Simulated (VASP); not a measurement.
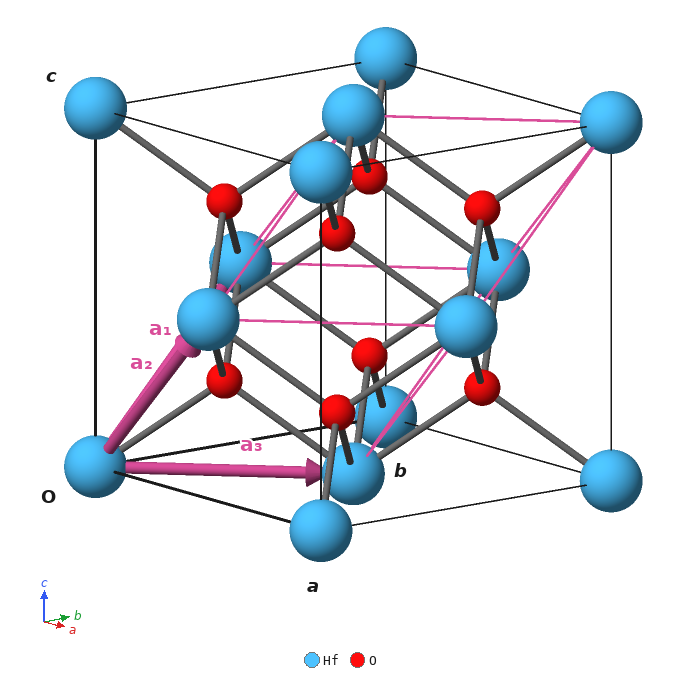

Crystal: HfO2, an entry of the Crystallography Open Database, as set up for an electronic-structure calculation. The conventional cell (thin) and a primitive cell (coloured, vectors a₁, a₂, a₃). Geometry calculated from the standardised cell; symmetry tolerance 0.002 Å.

a = 5.115 Å, b = 5.115 Å, c = 5.115 Å, α = 90.00°, β = 90.00°, γ = 90.00°.

> What is the centring, and how are the primitive vectors built?

F, face-centred cubic, with lattice points at (0, 0, 0), (1/2, 1/2, 0), (1/2, 0, 1/2), (0, 1/2, 1/2). a₁ = 1/2 b + 1/2 c; a₂ = 1/2 a + 1/2 c; a₃ = 1/2 a + 1/2 b.

> Give the primitive cell's size and content.

Edges 3.617, 3.617, 3.617 Å; angles 60.00°, 60.00°, 60.00°; volume 33.46 Å³, 1/4 of the conventional cell; 3 of its 12 atoms.
